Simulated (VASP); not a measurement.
# A VASP study of CdS (Greenockite) (LDA): structure first, properties next, part 2 of 6

What structure does CdS (Greenockite) take at this level, and what are its properties? The start is a cell from a database of measured crystal structures.

VASP 6.6.1, plane waves and PAW; the level of theory is named at each step.

So far, gap on the k-mesh (eV): step 2 (relaxing cell and atoms (LDA)) 1.04.

The database entry behind the starting cell differs from later determinations by our own check (about 0.35 % long), so it need not match the best structure at ambient conditions.

## 3. Second relaxation

Level of this step: LDA; plane waves and PAW (Cd, S) (VASP).

A relaxation keeps the plane waves of the cell it began with, so it is repeated from the new cell, on a basis made for it.

INCAR reads:

```
SYSTEM = CdS
PREC = Accurate
ENCUT = 400
EDIFF = 1E-06
NELM = 100
ISMEAR = 0
SIGMA = 0.05
LREAL = .FALSE.
ALGO = Normal
GGA = CA
NBANDS = 24
LORBIT = 11
LWAVE = .FALSE.
LCHARG = .FALSE.
KPAR = 4
IBRION = 2
NSW = 60
ISIF = 3
EDIFFG = -0.01
```

POSCAR reads:

```
CdS
1.0
    4.0784948473      0.0000000000      0.0000000000
   -2.0392474236      3.5320801469      0.0000000000
    0.0000000000      0.0000000000      6.6477204310
Cd S
2 2
Direct
    0.3333333333      0.6666666667      0.9995869179
    0.6666666667      0.3333333333      0.4995869179
    0.3333333333      0.6666666667      0.3754130821
    0.6666666667      0.3333333333      0.8754130821
```

KPOINTS reads:

```
Automatic mesh
0
Gamma
6 6 4
0 0 0
```

PAW data sets: Cd and S (LDA family, release 64).

Launch:

```sh
mpirun -np 4 vasp_std
```

The log of the run:

```text
[... set-up lines as in an earlier step ...]
 entering main loop
       N       E                     dE             d eps       ncg     rms          rms(c)
DAV:   1     0.216844402631E+03    0.21684E+03   -0.15479E+04  1016   0.114E+03
DAV:   2    -0.508664483648E+01   -0.22193E+03   -0.21574E+03  1152   0.316E+02
DAV:   3    -0.157408917496E+02   -0.10654E+02   -0.10620E+02  1208   0.720E+01
DAV:   4    -0.158400039851E+02   -0.99112E-01   -0.99073E-01  1216   0.670E+00
DAV:   5    -0.158417096442E+02   -0.17057E-02   -0.17056E-02  1224   0.838E-01    0.124E+01
DAV:   6    -0.148607561373E+02    0.98095E+00   -0.20529E+00  1336   0.159E+01    0.949E+00
DAV:   7    -0.148275401135E+02    0.33216E-01   -0.77166E-01  1152   0.500E+00    0.363E+00
DAV:   8    -0.148129719363E+02    0.14568E-01   -0.13099E-01  1216   0.365E+00    0.567E-01
DAV:   9    -0.148113215326E+02    0.16504E-02   -0.20297E-02  1280   0.188E+00    0.160E-01
DAV:  10    -0.148110374700E+02    0.28406E-03   -0.12421E-03  1288   0.413E-01    0.776E-02
DAV:  11    -0.148110494178E+02   -0.11948E-04   -0.11762E-04  1208   0.686E-02    0.900E-02
DAV:  12    -0.148110632423E+02   -0.13824E-04   -0.41113E-05  1144   0.315E-02    0.137E-01
DAV:  13    -0.148113240119E+02   -0.26077E-03   -0.53094E-04  1064   0.993E-02    0.506E-01
DAV:  14    -0.148132940781E+02   -0.19701E-02   -0.12598E-02  1040   0.489E-01    0.113E+00
DAV:  15    -0.148110661540E+02    0.22279E-02   -0.51886E-03  1032   0.373E-01    0.198E-01
DAV:  16    -0.148110584968E+02    0.76572E-05   -0.50687E-04  1064   0.111E-01    0.143E-02
DAV:  17    -0.148110606231E+02   -0.21264E-05   -0.91066E-06  1344   0.202E-02    0.379E-02
DAV:  18    -0.148110585206E+02    0.21025E-05   -0.77938E-06  1056   0.138E-02    0.272E-03
DAV:  19    -0.148110589119E+02   -0.39130E-06   -0.13421E-06   608   0.599E-03
   1 F= -.14811059E+02 E0= -.14811059E+02  d E =-.148111E+02
 curvature:   0.00 expect dE= 0.000E+00 dE for cont linesearch  0.000E+00
 trial: gam= 0.00000 g(F)=  0.504E-05 g(S)=  0.272E-03 ort = 0.000E+00 (trialstep = 0.100E+01)
 search vector abs. value=  0.277E-03
 bond charge predicted
       N       E                     dE             d eps       ncg     rms          rms(c)
DAV:   1    -0.148145076982E+02   -0.34492E-02   -0.72513E-02  1088   0.289E+00    0.449E-01
DAV:   2    -0.148114178572E+02    0.30898E-02   -0.85546E-03  1128   0.119E+00    0.160E-01
DAV:   3    -0.148111422922E+02    0.27556E-03   -0.83104E-04  1152   0.250E-01    0.136E-01
DAV:   4    -0.148111030427E+02    0.39249E-04   -0.50469E-05  1024   0.598E-02    0.293E-02
DAV:   5    -0.148110941368E+02    0.89059E-05   -0.28110E-05  1256   0.650E-02    0.940E-03
DAV:   6    -0.148110942935E+02   -0.15671E-06   -0.26909E-06   696   0.151E-02
   2 F= -.14811094E+02 E0= -.14811094E+02  d E =-.353816E-04
 trial-energy change:   -0.000035  1 .order   -0.000057   -0.000277    0.000162
 step:   0.5568(harm=  0.6301)  dis= 0.00014  next Energy=   -14.811132 (dE=-0.732E-04)
 bond charge predicted
       N       E                     dE             d eps       ncg     rms          rms(c)
DAV:   1    -0.148117977247E+02   -0.70359E-03   -0.14306E-02  1088   0.129E+00    0.200E-01
DAV:   2    -0.148111938356E+02    0.60389E-03   -0.16697E-03  1128   0.526E-01    0.711E-02
DAV:   3    -0.148111397192E+02    0.54116E-04   -0.15995E-04  1152   0.111E-01    0.612E-02
DAV:   4    -0.148111316470E+02    0.80722E-05   -0.99179E-06  1016   0.257E-02    0.130E-02
DAV:   5    -0.148111299394E+02    0.17076E-05   -0.54053E-06   880   0.288E-02    0.399E-03
DAV:   6    -0.148111299747E+02   -0.35370E-07   -0.51782E-07   528   0.687E-03
   3 F= -.14811130E+02 E0= -.14811130E+02  d E =-.710628E-04
 curvature:  -0.30 expect dE=-0.479E-06 dE for cont linesearch -0.793E-07
 trial: gam=-0.02506 g(F)=  0.145E-05 g(S)=  0.126E-06 ort = 0.851E-05 (trialstep = 0.911E+00)
 search vector abs. value=  0.133E-05
 reached required accuracy - stopping structural energy minimisation
```

The job ended after 9.6 s (4 MPI ranks of Intel Xeon 6975P-C (Granite Rapids), shared host; peak memory 0.69 GiB).

OUTCAR, selected parts (step 3):

```text
  LATTYP: Found a hexagonal cell.
 ALAT       =     4.0784948473
 C/A-ratio  =     1.6299445457

 Found     21 irreducible k-points:

   ENCUT  =  400.0 eV  29.40 Ry    5.42 a.u.   6.65  6.65 10.84*2*pi/ulx,y,z

   NELECT =      36.0000    total number of electrons

 E-fermi :   1.6701

 k-point     1 :       0.0000    0.0000    0.0000
  band No.  band energies     occupation
    ...
     14       0.6310      2.00000
     15       0.6310      2.00000
     16       1.4026      2.00000
     17       1.4648      2.00000
     18       1.4648      2.00000
     19       2.5127      0.00000
     20       4.0947      0.00000
     21       7.7508      0.00000
     22       7.7508      0.00000
     23       8.0328      0.00000
    ...

 k-point     2 :       0.1667   -0.0000    0.0000
  band No.  band energies     occupation
    ...
     14      -0.4362      2.00000
     15       0.1692      2.00000
     16       0.2797      2.00000
     17       1.1798      2.00000
     18       1.2556      2.00000
     19       3.7178      0.00000
     20       5.0154      0.00000
     21       7.0052      0.00000
     22       8.0964      0.00000
     23       8.1399      0.00000
    ...

  Total       -0.0017699     -0.0017699     -0.0020542     -0.0000000      0.0000000      0.0000000
  in kB       -0.0296629     -0.0296629     -0.0344273     -0.0000000      0.0000000      0.0000000
  external PRESSURE =      -0.0312510 kB  Pullay stress =       0.0000000 kB

  energy-cutoff  :      400.00
  volume of cell :       95.60
      direct lattice vectors                 reciprocal lattice vectors
     4.076015498 -0.000000000  0.000000000     0.245337634  0.141645749 -0.000000000
    -2.038007749  3.529932968 -0.000000000     0.000000000  0.283291498 -0.000000000
     0.000000000  0.000000000  6.644226419    -0.000000000 -0.000000000  0.150506611

 POSITION                                       TOTAL-FORCE (eV/Angst)
 -----------------------------------------------------------------------------------
     -0.00000      2.35329      6.64134        -0.000000      0.000000     -0.002746
      2.03801      1.17664      3.31923        -0.000000      0.000000     -0.002746
     -0.00000      2.35329      2.49447         0.000000     -0.000000      0.002746
      2.03801      1.17664      5.81658         0.000000     -0.000000      0.002746
 -----------------------------------------------------------------------------------
    total drift:                               -0.000000      0.000000      0.000178

  FREE ENERGIE OF THE ION-ELECTRON SYSTEM (eV)
  ---------------------------------------------------
  free  energy   TOTEN  =       -14.8111299747 eV

  energy  without entropy=      -14.8111299747  energy(sigma->0) =      -14.81112997

 total charge
# of ion       s       p       d       tot
------------------------------------------
    1        0.448   0.357   9.551  10.355
    2        0.448   0.357   9.551  10.355
    3        1.322   2.393   0.000   3.715
    4        1.322   2.393   0.000   3.715
--------------------------------------------------
tot          3.538   5.500  19.102  28.140

[... 5 parts as in an earlier step ...]

[... 7 further parts left out ...]
```

Little changed from the start: no atom moved by 0.005 Å and no cell edge by 0.1 %.

This step gave:

```yaml
free_energy_toten: -14.81 eV
fermi_energy: 1.670 eV
pressure: -0.003125 GPa
scf_cycles_over_all_ionic_steps: 31
gap_on_the_k_mesh: 1.048 eV
least_direct_gap_on_the_k_mesh: 1.048 eV
```

It ends with a largest force of 0.003 eV/Å and a pressure of 0.00 GPa.

## 4. Density, ELF and potential (LDA)

A single point on the relaxed cell gives a clean self-consistent state, with density, ELF and potential written out.

INCAR, as its differences from that of step 3:

```diff
@@ -13,7 +13,5 @@
 LWAVE = .FALSE.
-LCHARG = .FALSE.
-KPAR = 4
-IBRION = 2
-NSW = 60
-ISIF = 3
-EDIFFG = -0.01
+LCHARG = .TRUE.
+ISIF = 2
+LELF = .TRUE.
+LVHAR = .TRUE.
```

POSCAR reads:

```
CdS
1.0
    4.0760154983      0.0000000000      0.0000000000
   -2.0380077491      3.5299329677      0.0000000000
    0.0000000000      0.0000000000      6.6442264195
Cd S
2 2
Direct
    0.3333333333      0.6666666667      0.9995662760
    0.6666666667      0.3333333333      0.4995662760
    0.3333333333      0.6666666667      0.3754337240
    0.6666666667      0.3333333333      0.8754337240
```

KPOINTS is that of step 3.

Launch:

```sh
mpirun -np 4 vasp_std
```

The log of the run:

```text
[banner, memory and clock lines left out]
running    4 mpi-ranks, on    1 nodes
 distrk:  each k-point on    4 cores,    1 groups
 distr:  one band on    1 cores,    4 groups

 POSCAR found type information on POSCAR CdS
 POSCAR found :  2 types and       4 ions
 LDA part: xc-table for (Slater(with rela. corr.)+CA(PZ))
 , standard interpolation
 POSCAR, INCAR and KPOINTS ok, starting setup
 FFT: planning ... GRIDC
 FFT: planning ... GRID_SOFT
 FFT: planning ... GRID
 WAVECAR not read
 entering main loop
       N       E                     dE             d eps       ncg     rms          rms(c)
DAV:   1     0.217777278438E+03    0.21778E+03   -0.15590E+04  1016   0.113E+03
DAV:   2    -0.517374675423E+01   -0.22295E+03   -0.21750E+03  1168   0.316E+02
DAV:   3    -0.157454962496E+02   -0.10572E+02   -0.10541E+02  1232   0.716E+01
DAV:   4    -0.158397047162E+02   -0.94208E-01   -0.94183E-01  1192   0.658E+00
DAV:   5    -0.158413324263E+02   -0.16277E-02   -0.16276E-02  1248   0.817E-01    0.125E+01
DAV:   6    -0.148603203351E+02    0.98101E+00   -0.20509E+00  1336   0.160E+01    0.952E+00
DAV:   7    -0.148271936786E+02    0.33127E-01   -0.77618E-01  1144   0.501E+00    0.363E+00
DAV:   8    -0.148124976541E+02    0.14696E-01   -0.13192E-01  1216   0.367E+00    0.570E-01
DAV:   9    -0.148108643463E+02    0.16333E-02   -0.20343E-02  1288   0.189E+00    0.161E-01
DAV:  10    -0.148105777110E+02    0.28664E-03   -0.12410E-03  1272   0.415E-01    0.774E-02
DAV:  11    -0.148105898697E+02   -0.12159E-04   -0.11939E-04  1224   0.693E-02    0.891E-02
DAV:  12    -0.148105996358E+02   -0.97661E-05   -0.29408E-05  1136   0.268E-02    0.129E-01
DAV:  13    -0.148106874152E+02   -0.87779E-04   -0.17023E-04  1080   0.563E-02    0.339E-01
DAV:  14    -0.148111430022E+02   -0.45559E-03   -0.35236E-03  1040   0.255E-01    0.563E-01
DAV:  15    -0.148106642052E+02    0.47880E-03   -0.71361E-04  1032   0.144E-01    0.228E-01
DAV:  16    -0.148106079554E+02    0.56250E-04   -0.17043E-04  1072   0.599E-02    0.891E-02
DAV:  17    -0.148105987834E+02    0.91720E-05   -0.31478E-05  1176   0.246E-02    0.489E-03
DAV:  18    -0.148105989482E+02   -0.16478E-06   -0.10095E-06   664   0.873E-03
   1 F= -.14810599E+02 E0= -.14810599E+02  d E =-.183050E-10
```

The job ended after 6.6 s (4 MPI ranks; peak memory 0.5 GiB).

OUTCAR, selected parts (step 4):

```text
  LATTYP: Found a hexagonal cell.
 ALAT       =     4.0760154983
 C/A-ratio  =     1.6300787920

 Found     21 irreducible k-points:

   NELECT =      36.0000    total number of electrons

 E-fermi :   1.6700

 k-point     1 :       0.0000    0.0000    0.0000
  band No.  band energies     occupation
    ...
     14       0.6308      2.00000
     15       0.6308      2.00000
     16       1.4024      2.00000
     17       1.4646      2.00000
     18       1.4646      2.00000
     19       2.5126      0.00000
     20       4.0947      0.00000
     21       7.7508      0.00000
     22       7.7508      0.00000
     23       8.0328      0.00000
    ...

 k-point     2 :       0.1667   -0.0000    0.0000
  band No.  band energies     occupation
    ...
     14      -0.4363      2.00000
     15       0.1690      2.00000
     16       0.2795      2.00000
     17       1.1795      2.00000
     18       1.2554      2.00000
     19       3.7176      0.00000
     20       5.0153      0.00000
     21       7.0052      0.00000
     22       8.0964      0.00000
     23       8.1399      0.00000
    ...

  Total        0.0006656      0.0006656      0.0005928      0.0000000      0.0000000      0.0000000
  in kB        0.0111557      0.0111557      0.0099345      0.0000000      0.0000000      0.0000000
  external PRESSURE =       0.0107486 kB  Pullay stress =       0.0000000 kB

  energy-cutoff  :      400.00
  volume of cell :       95.60
      direct lattice vectors                 reciprocal lattice vectors
     4.076015498  0.000000000  0.000000000     0.245337634  0.141645749  0.000000000
    -2.038007749  3.529932968  0.000000000     0.000000000  0.283291498  0.000000000
     0.000000000  0.000000000  6.644226419     0.000000000  0.000000000  0.150506611

 POSITION                                       TOTAL-FORCE (eV/Angst)
 -----------------------------------------------------------------------------------
     -0.00000      2.35329      6.64134        -0.000000      0.000000     -0.002772
      2.03801      1.17664      3.31923        -0.000000      0.000000     -0.002772
     -0.00000      2.35329      2.49447         0.000000      0.000000      0.002772
      2.03801      1.17664      5.81658        -0.000000     -0.000000      0.002772
 -----------------------------------------------------------------------------------
    total drift:                               -0.000000      0.000000      0.000212

  FREE ENERGIE OF THE ION-ELECTRON SYSTEM (eV)
  ---------------------------------------------------
  free  energy   TOTEN  =       -14.8105989482 eV

  energy  without entropy=      -14.8105989481  energy(sigma->0) =      -14.81059895

 total charge
# of ion       s       p       d       tot
------------------------------------------
    1        0.448   0.357   9.551  10.355
    2        0.448   0.357   9.551  10.355
    3        1.322   2.393   0.000   3.715
    4        1.322   2.393   0.000   3.715
--------------------------------------------------
tot          3.538   5.500  19.101  28.140

[... 5 parts as in an earlier step ...]

[... 7 further parts left out ...]
```

This step gave:

* SCF cycles: 18
* Fermi energy: 1.67 eV
* pressure: 0.001075 GPa

Valence electrons inside each PAW sphere by angular momentum. Sphere charges, by row:

```
atom  s (e)  p (e)  d (e)  tot (e)
 Cd1  0.448  0.357  9.551    10.36
 Cd2  0.448  0.357  9.551    10.36
  S3  1.322  2.393      0    3.715
  S4  1.322  2.393      0    3.715
```

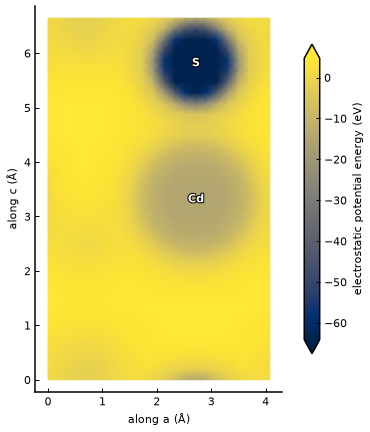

Electrostatic potential energy in the ac plane at fractional y = 0.333, with atoms of Cd and S within 0.2 Å of it. With pseudopotentials it is smooth inside the atoms' cores, unlike the true potential.

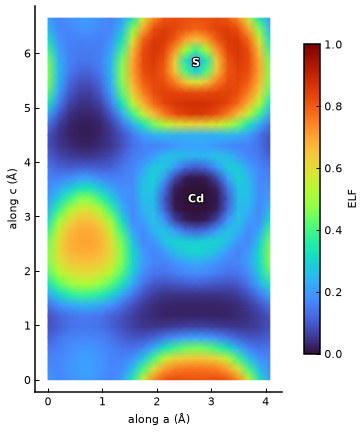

ELF in the ac plane at fractional y = 0.333, with atoms of Cd and S within 0.2 Å of it. It is the smooth field of the valence electrons, not physical close to the nuclei.

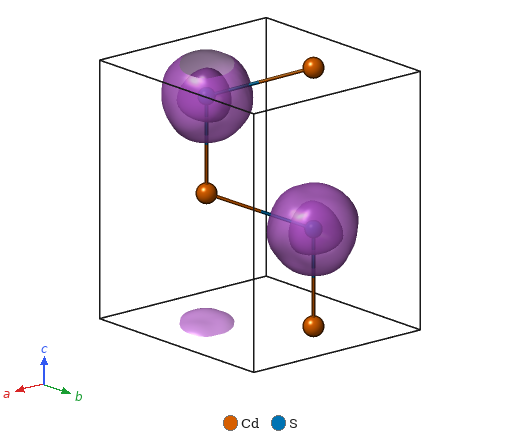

Surface of ELF = 0.8.

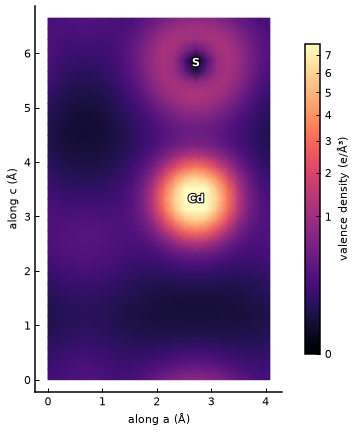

Valence density in the ac plane at fractional y = 0.333, with atoms of Cd and S within 0.2 Å of it. It is the smooth field of the valence electrons, not physical close to the nuclei. The colour scale is stretched toward low values.

In this run the pressure is 0.00 GPa, small enough to go on.

(Part 2 of 6 ends here.)

[Lines on the potential files, build, host, timing and source positions are cut from VASP's logs without a mark.]

[Logs are printed without paths, hosts, clocks, repeated set-up lines and the standing remarks that a program may print on its own settings, such as how far it seeks lower states.]

[Hosts, paths, dates, database ids (printed as entryN), source tags and the programs' standing remarks are cut or masked in the printed files.]

[A measured line is paired with the nearest computed mode of its activity, which favours agreement.]
